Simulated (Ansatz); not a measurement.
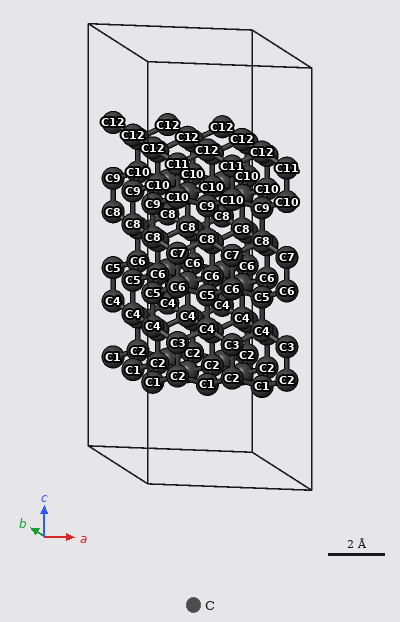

Figure 1. The structure as given in the input (ball-and-stick view of the 3 × 3 repeat of the cell, with the vacuum cut short, seen slightly off an axis; atoms are numbered from 1 in the order of the input).

## C: a failed or faulty run and its cure

System: C (slab, 12 atoms in the cell).
Method of the first run: DFT, PBEsol, plane waves, PAW, no spin polarisation (Ansatz 0.2.0).

The structure derives from an entry of the Crystallography Open Database. Some settings of this run were made unusual or wrong on purpose. Text and figures count atoms from 1; the logs count them from 0 in places.

### The input, the first run
```yaml
crystal:
  lattice:
    - [1.99905197, 0.0, 0.0]
    - [-0.99952598, 1.73122979, 0.0]
    - [0.0, 0.0, 20.73976316]
  atoms:
    - { symbol: C, position: [0.3333333333, 0.6666666667, 0.2892993499] }
    - { symbol: C, position: [0.6666666667, 0.3333333333, 0.3094582984] }
    - { symbol: C, position: [0.6666666667, 0.3333333333, 0.3695478203] }
    - { symbol: C, position: [0.3333333333, 0.6666666667, 0.3897067687] }
    - { symbol: C, position: [0.3333333333, 0.6666666667, 0.4497962906] }
    - { symbol: C, position: [0.6666666667, 0.3333333333, 0.4699552391] }
    - { symbol: C, position: [0.6666666667, 0.3333333333, 0.5300447609] }
    - { symbol: C, position: [0.3333333333, 0.6666666667, 0.5502037094] }
    - { symbol: C, position: [0.3333333333, 0.6666666667, 0.6102932313] }
    - { symbol: C, position: [0.6666666667, 0.3333333333, 0.6304521797] }
    - { symbol: C, position: [0.6666666667, 0.3333333333, 0.6905417016] }
    - { symbol: C, position: [0.3333333333, 0.6666666667, 0.7107006501] }
basis:
  ecutwfc: 420
kpoints:
  mp_grid: { grid: [12, 12, 1] }
hamiltonian:
  xc: pbesol
scf:
  occupations: { method: gaussian, width: 0.05 }
  max_iter: 50
output:
  forces: true
  eigenvalues: true
  stress: true
efield:
  axis: 3
  dipole_correction: true
  ramp_width: 0.04
```

Command:
```bash
ansatz run input.yaml --threads 1 --pin off --max-ram 2560MiB --backend cpu --events-out ev --progress --plain --runs-dir out
```

Hardware: 1 thread of AMD EPYC (Zen 3), 32 GiB of memory available, shared host.

### Output, shortened to warnings, some set-up lines, iterations and results (the first run)
```
Basis set: ecut = 420 eV, 1443 PW (Γ), exchange–correlation on 30×30×288 points (8 copies of the dense FFT grid, shifted against one another)
Symmetry: 6 space group operations
k-points: 19 of 144 (time reversal used)
Initial density: superposition of atomic densities (neutral atoms: chi_scale 0, normalization atom), corrected by the library's trained network
[...]
SCF iter   1: F=—  HF=-2904.077832 eV  |F-HF|=—  |Δ(HF+E_count)|=         —  Δρ=1.36e-1  dr2=1.01e2  ethr=1.77e-3  p=0.000 e·Å  D=1.21e-13 V/Å  ΔV_dip=-0.00 eV  …
SCF iter   2: F=—  HF=-2898.651986 eV  |F-HF|=—  |Δ(HF+E_count)|=    5.43e0  Δρ=7.05e-2  dr2=4.98e0  ethr=1.77e-3  p=0.000 e·Å  D=2.62e-5 V/Å  ΔV_dip=-0.00 eV  …
SCF iter   3: F=—  HF=-2898.213404 eV  |F-HF|=—  |Δ(HF+E_count)|=   4.39e-1  Δρ=2.39e-2  dr2=3.35e0  ethr=1.77e-3  p=0.000 e·Å  D=5.28e-5 V/Å  ΔV_dip=-0.00 eV  …
SCF iter   4: F=—  HF=-2898.007046 eV  |F-HF|=—  |Δ(HF+E_count)|=   2.06e-1  Δρ=1.17e-2  dr2=1.11e0  ethr=1.77e-3  p=0.000 e·Å  D=7.17e-5 V/Å  ΔV_dip=-0.00 eV  …
SCF iter   5: F=—  HF=-2897.894995 eV  |F-HF|=—  |Δ(HF+E_count)|=   1.12e-1  Δρ=5.23e-3  dr2=1.26e-1  ethr=1.77e-3  p=0.000 e·Å  D=4.53e-4 V/Å  ΔV_dip=-0.01 eV  …
SCF iter   6: F=—  HF=-2897.885280 eV  |F-HF|=—  |Δ(HF+E_count)|=   9.72e-3  Δρ=2.72e-3  dr2=1.33e-2  ethr=2.62e-4  p=-0.000 e·Å  D=-1.17e-4 V/Å  ΔV_dip=0.00 eV  …
SCF iter   7: F=—  HF=-2897.890876 eV  |F-HF|=—  |Δ(HF+E_count)|=   5.60e-3  Δρ=1.27e-3  dr2=1.52e-3  ethr=2.77e-5  p=0.000 e·Å  D=8.50e-5 V/Å  ΔV_dip=-0.00 eV  …
SCF iter   8: F=—  HF=-2897.891314 eV  |F-HF|=—  |Δ(HF+E_count)|=   4.38e-4  Δρ=5.07e-4  dr2=7.07e-4  ethr=3.16e-6  p=-0.000 e·Å  D=-4.09e-6 V/Å  ΔV_dip=0.00 eV  …
SCF iter   9: F=—  HF=-2897.891299 eV  |F-HF|=—  |Δ(HF+E_count)|=   1.48e-5  Δρ=2.08e-4  dr2=1.51e-4  ethr=1.47e-6  p=0.000 e·Å  D=4.36e-5 V/Å  ΔV_dip=-0.00 eV  …
SCF iter  10: F=—  HF=-2897.891290 eV  |F-HF|=—  |Δ(HF+E_count)|=   8.32e-6  Δρ=8.57e-5  dr2=1.12e-5  ethr=3.15e-7  p=0.000 e·Å  D=1.87e-5 V/Å  ΔV_dip=-0.00 eV  …
SCF iter  11: F=—  HF=-2897.891284 eV  |F-HF|=—  |Δ(HF+E_count)|=   6.57e-6  Δρ=3.38e-5  dr2=9.75e-7  ethr=2.34e-8  p=0.000 e·Å  D=1.13e-5 V/Å  ΔV_dip=-0.00 eV  …
SCF iter  12: F=-2897.891284 eV  HF=-2897.891284 eV  |F-HF|=2.44e-7  |Δ(HF+E_count)|=   6.75e-8  Δρ=9.51e-6  dr2=7.38e-8  ethr=2.08e-10  p=0.000 e·Å  D=5.55e-6 V/Å  …
SCF iter  13: F=-2897.891284 eV  HF=-2897.891284 eV  |F-HF|=2.65e-8  |Δ(HF+E_count)|=   2.92e-7  Δρ=3.06e-6  dr2=2.10e-8  ethr=1.54e-10  p=0.000 e·Å  D=3.93e-6 V/Å  …
SCF 1 converged in 13 iterations: F = -2897.891284 eV  dr2 = 2.10e-8
SCF converged after 13 iterations
an eigenvalue changed by more than its tolerance at an iteration that met the thresholds in force, so the SCF went on 1 time: the last check found none over its tolerance
Free energy (F): -2897.891284 eV
Harris-Foulkes:  -2897.891284 eV  (|F-HF|=2.65e-8)
Internal energy: -2897.888052 eV  (E = F + TS)
E sigma→0 (E₀):  -2897.889668 eV
Entropy (-TS):   -0.003233 eV (-0.269 meV/atom)
Fermi energy:    11.031316 eV
Dipole field:    D = -0.000262 V/Å  (p = -0.000104 e·Å, saw-weighted, corrected)
Work function:   Φ+ = 5.8375 eV   Φ− = 5.8321 eV
Levels:          The Fermi level and band energies are counted from a zero that moves with the ramp; work functions are not
--- Per-component energies (eV) ---
  E_band       = -122.074318
  E_kinetic    = 1442.680889
  E_local      = -56711.553509  (includes V_loc(G=0)·N_el)
  E_nonlocal   = 414.320613
  E_hartree    = 27839.241063
  E_xc         = -656.955262
  E_vxc        = -821.428515  (∫ρ·V_xc dr)
  E_paw        = -1179.172285  (= ΣΔE_a)
  E_vpaw       = -124.566994  (= ΣTr[D̂ρ^β])
  E_aug_tail   = 0.000149  (compensation charges beyond the density's cutoff)
  E_efield     = 0.000000  (sawtooth field / dipole correction)
  E_vefield    = 0.000000  (∫n·V_field dr)
  E_ewald      = 25953.297083
  E_core_change = 0.253206  (= ΣΔE_core)
  E_smearing   = -0.003233  (= −TS)
  E_closure    = -0.000000  (closes the sum)
  Σ components = -2897.891284   (vs F -2897.891284, Δ=0.00e0)
--- Forces (eV/Å), atoms counted from 1 ---
  atom   1  C     -0.00000000     0.00000000   -14.78393247
  atom   2  C     -0.00000000     0.00000000    -6.69934281
  atom   3  C      0.00000000     0.00000000    -0.74214710
  atom   4  C      0.00000000    -0.00000000     1.09244674
  atom   5  C     -0.00000000    -0.00000000    -1.38208017
  atom   6  C      0.00000000     0.00000000     1.40198726
  atom   7  C     -0.00000000     0.00000000    -1.40196518
  atom   8  C      0.00000000    -0.00000000     1.38209051
  atom   9  C     -0.00000000    -0.00000000    -1.09247466
  atom  10  C      0.00000000     0.00000000     0.74210126
  atom  11  C      0.00000000    -0.00000000     6.69934600
  atom  12  C      0.00000000    -0.00000000    14.78405574
  max |Σ_I F_I| component: 8.51e-5 eV/Å
--- Stress (GPa, compression-positive) ---
      460.426420       0.000000       0.000000
        0.000000     460.426420      -0.000000
        0.000000      -0.000000     406.934255
  P = ⅓ Tr σ = 442.5957 GPa (4425.957 kbar)
```

What went wrong, and how is the input to be mended?

Answer. A setting was made wrong on purpose: a lattice far too small (`crystal.lattice`). The atoms are squeezed together and the pressure is enormous. The program still converged, but the numbers can't be taken as results for the intended system.

A run of the same system that converges differs from this input as follows (lines with − go, lines with + come):
```diff
-    - [1.99905197, 0.0, 0.0]
-    - [-0.99952598, 1.73122979, 0.0]
-    - [0.0, 0.0, 20.73976316]
+    - [2.4988149609, 0.0, 0.0]
+    - [-1.2494074804, 2.1640372355, 0.0]
+    - [0.0, 0.0, 25.9247039496]
-  max_iter: 50
+  write_density: true
+  write_potential: true
+  elf: true
+  volumetric_format: npy
```

### Output, shortened to warnings, some set-up lines, iterations and results (the second run)
```
WARN: The output density's exchange-correlation potential varies sharply where the density is thin. Do not read a vacuum level from v_tot or v_xc, or from such a field of the output density. On a cell that repeats whose density bears no net charge and no dipole along the vacuum's axis use v_es (v_loc + v_h of the components); under efield.dipole_correction with no amplitude use v_es + v_field, …
Basis set: ecut = 420 eV, 2721 PW (Γ), exchange–correlation on 36×36×360 points (8 copies of the dense FFT grid, shifted against one another)
Symmetry: 6 space group operations
k-points: 19 of 144 (time reversal used)
Initial density: superposition of atomic densities (neutral atoms: chi_scale 0, normalization atom), corrected by the library's trained network
[...]
SCF iter   1: F=—  HF=-2954.461361 eV  |F-HF|=—  |Δ(HF+E_count)|=         —  Δρ=1.21e-2  dr2=3.06e-1  ethr=1.77e-3  p=0.000 e·Å  D=6.99e-14 V/Å  ΔV_dip=-0.00 eV  …
SCF iter   2: F=—  HF=-2954.420168 eV  |F-HF|=—  |Δ(HF+E_count)|=   4.12e-2  Δρ=5.93e-3  dr2=1.55e-1  ethr=6.37e-4  p=0.000 e·Å  D=1.92e-5 V/Å  ΔV_dip=-0.00 eV  …
SCF iter   3: F=—  HF=-2954.414768 eV  |F-HF|=—  |Δ(HF+E_count)|=   5.40e-3  Δρ=4.44e-3  dr2=9.24e-2  ethr=3.22e-4  p=-0.000 e·Å  D=-9.38e-6 V/Å  ΔV_dip=0.00 eV  …
SCF iter   4: F=—  HF=-2954.413784 eV  |F-HF|=—  |Δ(HF+E_count)|=   9.83e-4  Δρ=2.36e-3  dr2=4.21e-2  ethr=1.92e-4  p=-0.000 e·Å  D=-2.24e-5 V/Å  ΔV_dip=0.00 eV  …
SCF iter   5: F=—  HF=-2954.410793 eV  |F-HF|=—  |Δ(HF+E_count)|=   2.99e-3  Δρ=1.42e-3  dr2=2.08e-2  ethr=8.77e-5  p=-0.000 e·Å  D=-1.59e-5 V/Å  ΔV_dip=0.00 eV  …
[... 5 lines ...]
SCF iter  11: F=—  HF=-2954.409113 eV  |F-HF|=—  |Δ(HF+E_count)|=   1.76e-6  Δρ=3.51e-5  dr2=1.84e-6  ethr=3.55e-8  p=-0.000 e·Å  D=-1.80e-6 V/Å  ΔV_dip=0.00 eV  …
SCF iter  12: F=—  HF=-2954.409114 eV  |F-HF|=—  |Δ(HF+E_count)|=   1.03e-6  Δρ=1.44e-5  dr2=3.94e-7  ethr=3.83e-9  p=-0.000 e·Å  D=-1.34e-6 V/Å  ΔV_dip=0.00 eV  …
SCF iter  13: F=-2954.409115 eV  HF=-2954.409114 eV  |F-HF|=2.47e-7  |Δ(HF+E_count)|=   4.99e-7  Δρ=5.19e-6  dr2=6.47e-8  ethr=2.08e-10  p=-0.000 e·Å  D=-9.96e-7 V/Å  …
SCF iter  14: F=-2954.409115 eV  HF=-2954.409115 eV  |F-HF|=8.79e-9  |Δ(HF+E_count)|=   2.71e-7  Δρ=2.20e-6  dr2=7.12e-9  ethr=1.35e-10  p=-0.000 e·Å  D=-7.60e-7 V/Å  …
SCF 1 converged in 14 iterations: F = -2954.409115 eV  dr2 = 7.12e-9
WARN: The output density's exchange-correlation potential varies sharply where the density is thin. Do not read a vacuum level from v_tot or v_xc, or from such a field of the output density. On a cell that repeats whose density bears no net charge and no dipole along the vacuum's axis use v_es …
SCF converged after 14 iterations
an eigenvalue changed by more than its tolerance at an iteration that met the thresholds in force, so the SCF went on 1 time: the last check found none over its tolerance
Free energy (F): -2954.409115 eV
Harris-Foulkes:  -2954.409115 eV  (|F-HF|=8.79e-9)
Internal energy: -2954.390277 eV  (E = F + TS)
E sigma→0 (E₀):  -2954.399696 eV
[...]
```

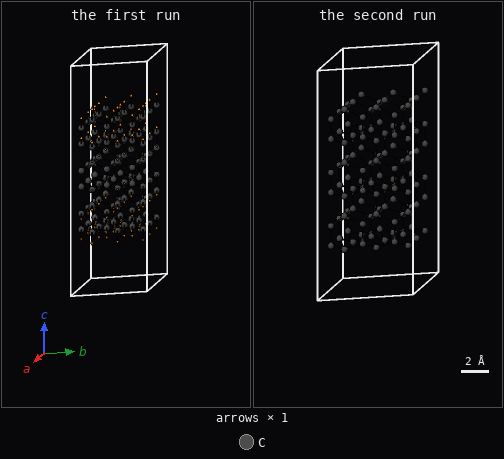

Figure 2. The two input geometries at one scale (ball-and-stick view of the 3 × 3 repeat of the cell, with the vacuum cut short, seen slightly off an axis). The orange arrows on the first give the shifts of the atoms relative to the cell, at true length. The largest moves relative to the cell, 1.09 Å, are those of C atoms. In the plane the drawn cell goes a 5.997 → 7.496 Å (+25.0 %), b 5.997 → 7.496 Å (+25.0 %). Among the contacts that change: C–C 1.246 → 1.558 Å, C–C 1.228 → 1.534 Å.

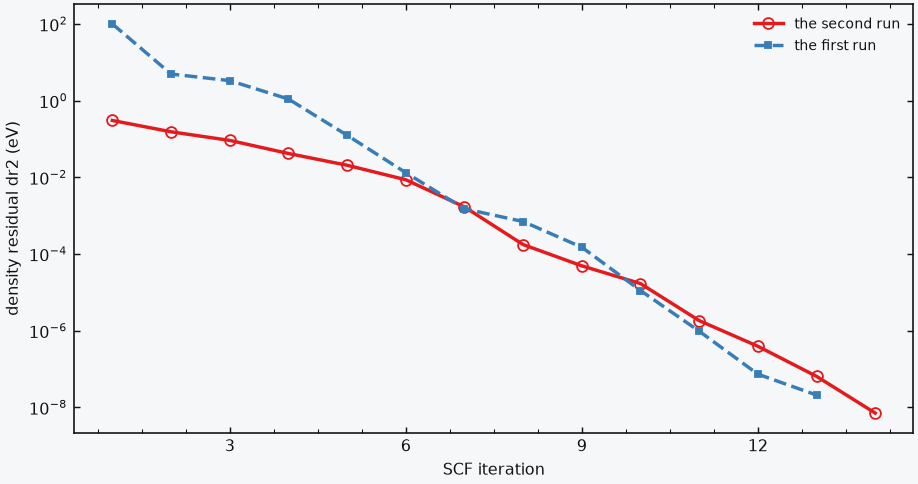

Figure 3. Convergence of the two runs: density residual dr2 against the SCF iteration. The second run takes 14 iterations in all, and the first run takes 13.

### The two runs side by side

```csv
quantity,the first run,the second run
outcome,converged,converged
free energy per atom (eV),−241.4909,−246.2008
"energy per atom, smearing taken to zero (eV)",−241.4908,−246.2000
gap on the mesh (eV),0.00,0.00
work function (eV),–,5.86
largest force (eV/Å),14.784,4.431
SCF iterations,13,14
irreducible k-points,19,19
plane waves at Γ,1443,2721
wall time (shared host),7.6 s,15 s
```

With the same functional and potentials, the second run lies 4709.8 meV per atom lower. The largest force goes from 14.784 to 4.431 eV/Å. The SCF takes 14 iterations against 13. The plane waves at Γ go from 1443 to 2721. On the same kind of shared host the second run took about 1.9 times as long.

Notes on the second run: Warnings of the run: the exchange-correlation potential is rough where the density is thin.
